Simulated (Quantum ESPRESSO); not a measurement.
Run report: BaF₂, band-structure run (part 2 of 2)

BaF₂ (Fm-3m, 3 atoms in the cell); Kohn-Sham DFT of a periodic cell, PBE, spin-orbit coupling, PseudoDojo 0.4 FR PBE standard, no spin polarisation (Quantum ESPRESSO 7.5); cutoff 1142.88 eV, 8×8×8 k-mesh, fermi-dirac of 0.05 eV. The structure derives from an entry of the Crystallography Open Database.

Geometry of the input (Å; fractional positions):
```
0.0000  3.1000  3.1000
3.1000  0.0000  3.1000
3.1000  3.1000  0.0000
Ba 0.0000  0.0000  0.0000
F  0.7500  0.7500  0.7500
F  0.2500  0.2500  0.2500
```

## What the program printed, continued
```
   -19.6981 -19.6981 -15.7464 -15.7464 -15.6870 -15.6870  -6.1256  -6.1256
    -4.1419  -4.1419  -4.1263  -4.1263   1.9334   1.9334   1.9701   1.9701
     2.2894   2.2894   2.7928   2.7928   3.0255   3.0255   3.1238   3.1238
    11.1840  11.1840  12.4297  12.4297  12.4328  12.4328  14.0379  14.0379
    14.6924  14.6924  14.7416  14.7416  16.8777  16.8777

          k = 0.2652 0.2652-0.2652 (  5237 PWs)   bands (ev):

   -19.6206 -19.6206 -15.8504 -15.8504 -15.7162 -15.7162  -6.1599  -6.1599
    -4.2096  -4.2096  -4.1899  -4.1899   2.0704   2.0704   2.1035   2.1035
     2.6112   2.6112   2.6945   2.6945   2.9898   2.9898   3.1156   3.1156
    11.9387  11.9387  12.4330  12.4330  12.4425  12.4425  13.4745  13.4745
    14.7831  14.7831  14.8213  14.8213  16.7536  16.7536

          k =-0.3536-0.3536 0.3536 (  5210 PWs)   bands (ev):

   -19.5872 -19.5872 -15.8956 -15.8956 -15.7276 -15.7276  -6.1736  -6.1736
    -4.2356  -4.2356  -4.2154  -4.2154   2.1216   2.1216   2.1507   2.1507
     2.5593   2.5593   2.8381   2.8381   2.9950   2.9950   3.1211   3.1211
    12.3441  12.3441  12.4391  12.4391  12.4776  12.4776  12.9900  12.9900
    14.8348  14.8348  14.8685  14.8685  17.1801  17.1801

          k = 0.1768 0.0000 0.0000 (  5197 PWs)   bands (ev):

   -19.7617 -19.7617 -15.6723 -15.6723 -15.6496 -15.6496  -6.0947  -6.0947
    -4.1039  -4.1039  -4.0416  -4.0416   1.8397   1.8397   1.8531   1.8531
     1.9125   1.9125   2.8682   2.8682   3.1210   3.1210   3.1967   3.1967
    10.4916  10.4916  12.2748  12.2748  12.6183  12.6183  14.3040  14.3040
    14.6759  14.6759  14.7438  14.7438  18.3629  18.3629

          k = 0.2652 0.0884-0.0884 (  5209 PWs)   bands (ev):

   -19.7027 -19.7027 -15.7272 -15.7272 -15.6981 -15.6981  -6.1256  -6.1256
    -4.1824  -4.1824  -4.0771  -4.0771   1.9718   1.9718   2.0030   2.0030
     2.2148   2.2148   2.6438   2.6438   3.0927   3.0927   3.1866   3.1866
    11.0772  11.0772  12.2272  12.2272  12.7265  12.7265  13.9191  13.9191
    14.7455  14.7455  14.8128  14.8128  17.4957  17.4957

          k = 0.3536 0.1768-0.1768 (  5224 PWs)   bands (ev):

   -19.6257 -19.6257 -15.8258 -15.8258 -15.7320 -15.7320  -6.1604  -6.1604
    -4.2486  -4.2486  -4.1444  -4.1444   2.1234   2.1234   2.1584   2.1584
     2.4748   2.4748   2.6137   2.6137   3.0378   3.0378   3.1533   3.1533
    11.5066  11.5066  12.4819  12.4819  12.7152  12.7152  13.5905  13.5905
    14.8601  14.8601  14.9189  14.9189  16.8919  16.8919

          k =-0.2652-0.4419 0.4419 (  5228 PWs)   bands (ev):

   -19.5766 -19.5766 -15.8877 -15.8877 -15.7534 -15.7534  -6.1796  -6.1796
    -4.2683  -4.2683  -4.2030  -4.2030   2.2058   2.2058   2.2358   2.2358
     2.4246   2.4246   2.8481   2.8481   3.0113   3.0113   3.1340   3.1340
    11.7051  11.7051  12.5225  12.5225  12.6203  12.6203  13.5376  13.5376
    14.8887  14.8887  15.0369  15.0369  17.1055  17.1055

          k =-0.1768-0.3536 0.3536 (  5235 PWs)   bands (ev):

   -19.5879 -19.5879 -15.8714 -15.8714 -15.7508 -15.7508  -6.1744  -6.1744
    -4.2383  -4.2383  -4.2169  -4.2169   2.1901   2.1901   2.2155   2.2155
     2.4621   2.4621   2.7917   2.7917   2.9660   2.9660   3.1656   3.1656
    11.7568  11.7568  12.4313  12.4313  12.5725  12.5725  13.5926  13.5926
    14.7886  14.7886  15.1151  15.1151  17.0113  17.0113

          k =-0.0884-0.2652 0.2652 (  5235 PWs)   bands (ev):

   -19.6518 -19.6518 -15.7878 -15.7878 -15.7257 -15.7257  -6.1475  -6.1475
    -4.1955  -4.1955  -4.1561  -4.1561   2.0583   2.0583   2.1077   2.1077
     2.4782   2.4782   2.6057   2.6057   2.9607   2.9607   3.1962   3.1962
    11.5022  11.5022  12.3235  12.3235  12.5868  12.5868  13.7715  13.7715
    14.6866  14.6866  14.9915  14.9915  16.9933  16.9933

          k = 0.0000-0.1768 0.1768 (  5194 PWs)   bands (ev):

   -19.7273 -19.7273 -15.6922 -15.6922 -15.6902 -15.6902  -6.1119  -6.1119
    -4.1279  -4.1279  -4.0863  -4.0863   1.8856   1.8856   1.9428   1.9428
     2.1069   2.1069   2.8193   2.8193   3.0284   3.0284   3.1917   3.1917
    10.8670  10.8670  12.3220  12.3220  12.5437  12.5437  14.1534  14.1534
    14.6451  14.6451  14.7967  14.7967  17.5497  17.5498

          k = 0.3536 0.0000 0.0000 (  5201 PWs)   bands (ev):

   -19.6630 -19.6630 -15.7777 -15.7777 -15.7155 -15.7155  -6.1497  -6.1497
    -4.2697  -4.2697  -4.0561  -4.0561   2.1283   2.1283   2.1633   2.1633
     2.3503   2.3503   2.3515   2.3515   3.1279   3.1279   3.2234   3.2234
    11.1122  11.1122  12.4659  12.4659  13.0565  13.0565  13.4928  13.4928
    14.8398  14.8398  14.9199  14.9199  18.4236  18.4236

          k = 0.4419 0.0884-0.0884 (  5224 PWs)   bands (ev):

   -19.6001 -19.6001 -15.8500 -15.8500 -15.7502 -15.7502  -6.1805  -6.1805
    -4.3424  -4.3424  -4.0851  -4.0851   2.1347   2.1347   2.3030   2.3030
     2.3602   2.3602   2.6548   2.6548   3.0840   3.0840   3.1880   3.1880
    11.0272  11.0272  12.9980  12.9980  13.1972  13.1972  13.2850  13.2850
    14.9786  14.9786  15.1377  15.1377  17.6664  17.6664

          k =-0.1768-0.5303 0.5303 (  5228 PWs)   bands (ev):

   -19.5504 -19.5504 -15.8916 -15.8916 -15.7927 -15.7927  -6.1981  -6.1981
    -4.3620  -4.3620  -4.1469  -4.1469   2.0899   2.0899   2.4259   2.4259
     2.4929   2.4929   2.8913   2.8913   3.0083   3.0083   3.1264   3.1264
    11.0287  11.0287  12.7787  12.7787  13.0493  13.0493  13.6374  13.6374
    14.9957  14.9957  15.8420  15.8420  17.1541  17.1541

          k =-0.0884-0.4419 0.4419 (  5233 PWs)   bands (ev):

   -19.5455 -19.5455 -15.8758 -15.8758 -15.8175 -15.8175  -6.1951  -6.1951
    -4.3206  -4.3206  -4.2030  -4.2030   2.1871   2.1871   2.4354   2.4354
     2.4589   2.4589   2.8854   2.8854   2.9325   2.9325   3.1670   3.1670
    11.1818  11.1818  12.6957  12.6957  12.8300  12.8300  13.5874  13.5874
    14.8568  14.8568  16.0930  16.0930  17.3335  17.3335

          k = 0.0000-0.3536 0.3536 (  5238 PWs)   bands (ev):

   -19.5885 -19.5885 -15.8254 -15.8254 -15.7960 -15.7960  -6.1753  -6.1753
    -4.2426  -4.2426  -4.2166  -4.2166   2.2697   2.2697   2.3002   2.3002
     2.3893   2.3893   2.7199   2.7199   2.8891   2.8891   3.2281   3.2281
    11.4342  11.4342  12.4339  12.4339  12.8422  12.8422  13.5154  13.5154
    14.7302  14.7302  15.5866  15.5866  17.3961  17.3961

          k = 0.5303-0.0000 0.0000 (  5225 PWs)   bands (ev):

   -19.5577 -19.5577 -15.9122 -15.9122 -15.7580 -15.7580  -6.2074  -6.2074
    -4.4240  -4.4240  -4.0565  -4.0565   1.8880   1.8880   2.4892   2.4892
     2.5624   2.5624   2.8459   2.8459   3.0501   3.0501   3.1569   3.1569
    10.7221  10.7221  12.6323  12.6323  13.6465  13.6465  14.3261  14.3261
    15.0592  15.0592  15.1562  15.1562  18.1850  18.1850

          k =-0.0884-0.6187 0.6187 (  5243 PWs)   bands (ev):

   -19.5233 -19.5233 -15.9425 -15.9425 -15.7851 -15.7851  -6.2213  -6.2213
    -4.4502  -4.4502  -4.0818  -4.0818   1.8208   1.8208   2.6474   2.6474
     2.7367   2.7367   2.9477   2.9477   2.9928   2.9928   3.0665   3.0665
    10.6362  10.6362  12.4641  12.4641  13.6252  13.6252  14.4625  14.4625
    15.1413  15.1413  16.2289  16.2289  17.6782  17.6782

          k = 0.0000-0.5303 0.5303 (  5218 PWs)   bands (ev):

   -19.5183 -19.5183 -15.9163 -15.9163 -15.8212 -15.8212  -6.2146  -6.2146
    -4.4090  -4.4090  -4.1449  -4.1449   1.9495   1.9495   2.6545   2.6545
     2.6836   2.6836   2.8839   2.8839   3.0142   3.0142   3.0576   3.0576
    10.7890  10.7890  12.6313  12.6313  13.1968  13.1968  13.9295  13.9295
    15.0036  15.0036  16.9791  16.9791  17.9472  17.9480

          k =-0.7071 0.0000 0.0000 (  5218 PWs)   bands (ev):

   -19.5118 -19.5118 -15.9701 -15.9701 -15.7755 -15.7755  -6.2321  -6.2321
    -4.4850  -4.4850  -4.0528  -4.0528   1.7108   1.7108   2.8134   2.8134
     2.8400   2.8400   2.8805   2.8805   2.9653   2.9653   3.0782   3.0782
    10.5047  10.5047  12.2730  12.2730  13.9442  13.9442  15.1690  15.1690
    15.2815  15.2815  16.1402  16.1402  18.0281  18.0282

          k = 0.3536 0.1768 0.0000 (  5232 PWs)   bands (ev):

   -19.6414 -19.6414 -15.7915 -15.7915 -15.7393 -15.7393  -6.1558  -6.1558
    -4.2575  -4.2575  -4.1097  -4.1097   2.1364   2.1364   2.1856   2.1856
     2.4160   2.4160   2.4831   2.4831   3.0353   3.0353   3.2154   3.2154
    11.2905  11.2905  12.5058  12.5058  12.8496  12.8496  13.5258  13.5258
    14.7921  14.7921  15.0720  15.0720  17.5009  17.5010

          k =-0.2652-0.4419 0.6187 (  5234 PWs)   bands (ev):

   -19.5774 -19.5774 -15.8567 -15.8567 -15.7829 -15.7829  -6.1827  -6.1827
    -4.3028  -4.3028  -4.1696  -4.1696   2.2515   2.2515   2.3208   2.3208
     2.3567   2.3567   2.7775   2.7775   2.9666   2.9666   3.1907   3.1907
    11.2758  11.2758  12.7222  12.7222  12.8914  12.8914  13.4207  13.4207
    14.8788  14.8788  15.5430  15.5430  17.2301  17.2301

          k =-0.1768-0.3536 0.5303 (  5242 PWs)   bands (ev):

   -19.5501 -19.5501 -15.8852 -15.8852 -15.8006 -15.8006  -6.1930  -6.1930
    -4.3129  -4.3129  -4.2025  -4.2025   2.2252   2.2252   2.3761   2.3761
     2.4148   2.4148   2.8918   2.8918   2.9823   2.9823   3.1445   3.1445
    11.2636  11.2636  12.6867  12.6867  12.8173  12.8173  13.5395  13.5395
    14.9325  14.9325  15.8117  15.8117  17.1671  17.1671

          k =-0.1768-0.5303 0.7071 (  5231 PWs)   bands (ev):

   -19.5508 -19.5508 -15.8972 -15.8972 -15.7858 -15.7858  -6.2032  -6.2032
    -4.3925  -4.3925  -4.1099  -4.1099   1.9958   1.9958   2.4761   2.4761
     2.5558   2.5558   2.8619   2.8619   2.9954   2.9954   3.1496   3.1496
    10.8586  10.8586  12.7961  12.7961  13.2737  13.2737  13.7220  13.7220
    15.0738  15.0738  15.7870  15.7870  17.8183  17.8183

          k =-0.0884-0.4419 0.6187 (  5232 PWs)   bands (ev):

   -19.5231 -19.5231 -15.8996 -15.8996 -15.8304 -15.8304  -6.2109  -6.2109
    -4.3877  -4.3877  -4.1627  -4.1627   2.0126   2.0126   2.5594   2.5594
     2.6725   2.6725   2.9048   2.9048   2.9892   2.9892   3.0727   3.0727
    10.8576  10.8576  12.8095  12.8095  13.0872  13.0872  13.5828  13.5828
    15.1111  15.1111  16.9229  16.9229  17.3631  17.3631

          k = 0.0000-0.3536 0.5303 (  5230 PWs)   bands (ev):

   -19.5344 -19.5344 -15.8607 -15.8607 -15.8510 -15.8510  -6.2022  -6.2022
    -4.3462  -4.3462  -4.1932  -4.1932   2.1260   2.1260   2.4807   2.4807
     2.5708   2.5708   2.8866   2.8866   2.9304   2.9304   3.1442   3.1442
    11.0127  11.0127  12.8270  12.8270  13.0701  13.0701  13.2967  13.2967
    14.9958  14.9958  16.4751  16.4751  17.7985  17.7985

          k =-0.7071 0.1768-0.0000 (  5242 PWs)   bands (ev):

   -19.5117 -19.5117 -15.9425 -15.9425 -15.8048 -15.8048  -6.2238  -6.2238
    -4.4468  -4.4468  -4.1064  -4.1064   1.8360   1.8360   2.7234   2.7234
     2.8543   2.8543   2.8979   2.8979   2.9208   2.9208   3.0538   3.0538
    10.6381  10.6381  12.4909  12.4909  13.4960  13.4960  14.1942  14.1942
    15.2355  15.2355  17.2475  17.2475  17.9501  17.9515

          k =-0.7071 0.3536 0.0000 (  5220 PWs)   bands (ev):

   -19.5117 -19.5117 -15.8775 -15.8775 -15.8716 -15.8716  -6.2157  -6.2157
    -4.3889  -4.3889  -4.1798  -4.1798   2.0061   2.0061   2.5842   2.5842
     2.8396   2.8396   2.9133   2.9133   2.9184   2.9184   3.0227   3.0227
    10.8049  10.8049  13.0093  13.0093  13.1475  13.1475  13.1935  13.1935
    15.2441  15.2441  17.9260  17.9260  17.9873  17.9874

     the Fermi energy is     9.1175 ev

!    total energy              =    -155.34004794 Ry
     estimated scf accuracy    <          1.8E-11 Ry
     smearing contrib. (-TS)   =      -0.00000000 Ry
     internal energy E=F+TS    =    -155.34004794 Ry

     The total energy is F=E-TS. E is the sum of the following terms:
     one-electron contribution =     -55.85256335 Ry
     hartree contribution      =      42.00174337 Ry
     xc contribution           =     -35.72901436 Ry
     ewald contribution        =    -105.76021360 Ry

     convergence has been achieved in  10 iterations

     Forces acting on atoms (cartesian axes, Ry/au):

     atom    1 type  1   force =    -0.00000000    0.00000000    0.00000000
     atom    2 type  2   force =     0.00000000    0.00000000    0.00000000
     atom    3 type  2   force =     0.00000000    0.00000000    0.00000000

     Total force =     0.000000     Total SCF correction =     0.000000

     Computing stress (Cartesian axis) and pressure

          total   stress  (Ry/bohr**3)                   (kbar)     P=       17.01
   0.00011562  -0.00000000  -0.00000000           17.01       -0.00       -0.00
  -0.00000000   0.00011562  -0.00000000           -0.00       17.01       -0.00
  -0.00000000  -0.00000000   0.00011562           -0.00       -0.00       17.01

=------------------------------------------------------------------------------=
   JOB DONE.
=------------------------------------------------------------------------------=
```

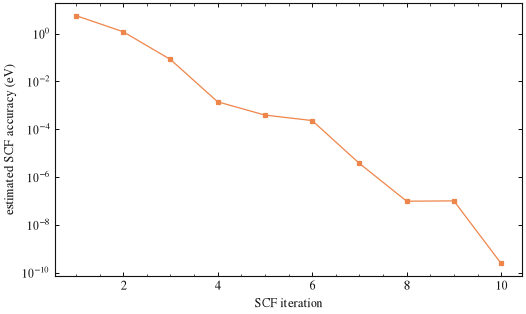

Figure 1. Convergence of the self-consistent field: estimated SCF accuracy against the iteration. The field takes 10 iterations in all.
